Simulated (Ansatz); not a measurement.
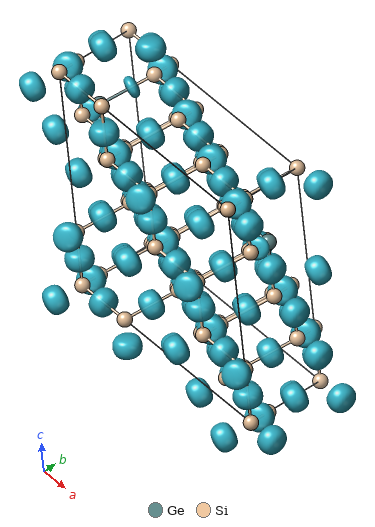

The picture shows: Si$_{31}$Ge (cell charge −1, with a compensating background) (cell with a defect). Isosurface of the electron localisation function at 0.85 (cyan), seen slightly off an axis. Core shells and regions of very low density are left out. Sticks mark near contacts.

The program warned that a starting moment wasn't kept; spin-polarised, but the moments vanished.

Level of theory: DFT PBEsol, scalar-relativistic, plane waves, PAW in Ansatz.

In a PAW calculation such maps are meaningful between the atoms, not at the nuclei.

### Where are the electrons localised?

The ELF exceeds this value in four regions between bonded Ge–Si atoms and 60 regions between bonded Si–Si atoms, counted in one cell of 32 atoms. Any copies at cell faces, edges or corners count once. Along the contacts the grid gives the following. Si–Si (2.35 Å): the ELF peaks at about 0.95 between the atoms. Si–Ge (2.39 Å): the ELF peaks at about 0.90 between the atoms.
